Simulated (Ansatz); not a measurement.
# Hf2O: what the fields show

```
CELL_PARAMETERS angstrom
5.59925 0.00000 0.00000
-2.79963 4.84910 0.00000
0.00000 0.00000 5.15561
ATOMIC_POSITIONS crystal
Hf 0.66623 0.00000 0.75631
Hf 0.66623 0.66623 0.24369
Hf 0.00000 0.66623 0.75631
Hf 0.33377 0.00000 0.24369
Hf 0.33377 0.33377 0.75631
Hf 0.00000 0.33377 0.24369
O 0.00000 0.00000 0.00000
O 0.33333 0.66667 0.50000
O 0.66667 0.33333 0.50000
```

Space group P-31m; a generated structure, not necessarily the stable one; computed pressure about −3 GPa in this cell.

Theory: DFT r2SCAN, scalar-relativistic, plane waves, PAW (Ansatz 0.2.0).

In a PAW calculation such maps are meaningful between the atoms, not at the nuclei.

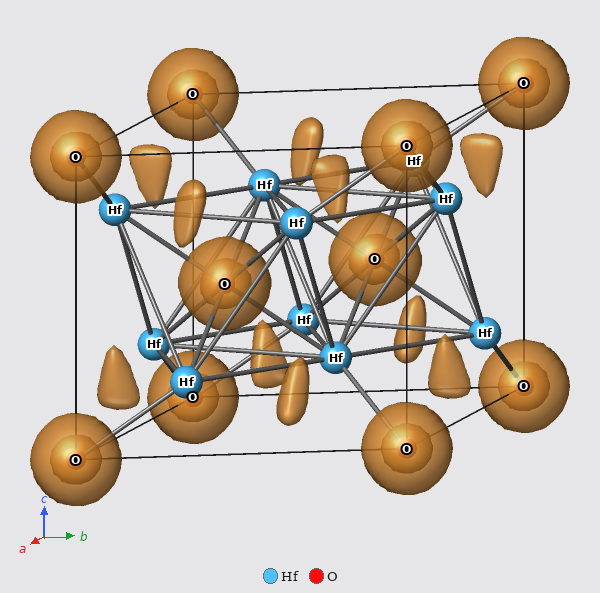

Figure 1. Isosurface of the electron localisation function at 0.75 (orange), seen slightly off an axis. Core shells and regions of very low density are left out. Sticks mark near contacts.

### What do the ELF domains correspond to?

The ELF exceeds this value in three regions wrapped around O (the valence shell of each) and six pockets between the atoms, centred on no nucleus (multi-centre or interstitial), counted in one cell of 9 atoms. Regions shared between cells count once. Along the contacts the grid gives the following. Hf–O (2.25 Å): the ELF peaks at about 0.80 in the valence shell of O, 0.6 Å from its nucleus, and drops to about 0.10 between the two atoms (no localised pair shows between them). Hf–Hf (3.13 Å): the ELF is about 0.30 at the midpoint.

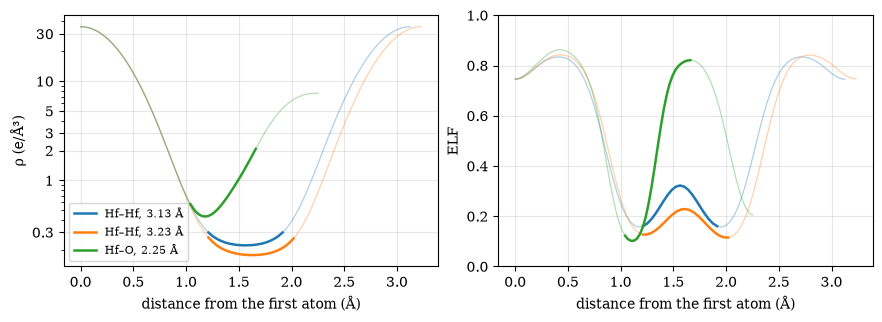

Figure 2. Valence electron density and ELF along straight lines between neighbouring atoms. Thin, pale parts lie inside the atomic spheres.

### What can be read from the curves?

Hf–Hf (3.13 Å): ρ is about 0.22 e/Å³ halfway; the ELF is about 0.30 at the midpoint.
Hf–Hf (3.23 Å): ρ at the midpoint is about 0.18 e/Å³; the ELF is about 0.25 at the midpoint; no localised pair shows between them.
Hf–O (2.25 Å): ρ is about 0.45 e/Å³ halfway; the ELF peaks at about 0.80 in the valence shell of O, 0.6 Å from its nucleus, and drops to about 0.10 between the two atoms; no shared electron pair shows on this line.

### Does the calculation give a band gap?

It is metallic or semimetallic at this level of theory: no gap opens.

### What Bader charges does the calculation give?

Electrons move from Hf towards O. Bader charges: Hf +0.75 and O −1.51 e.
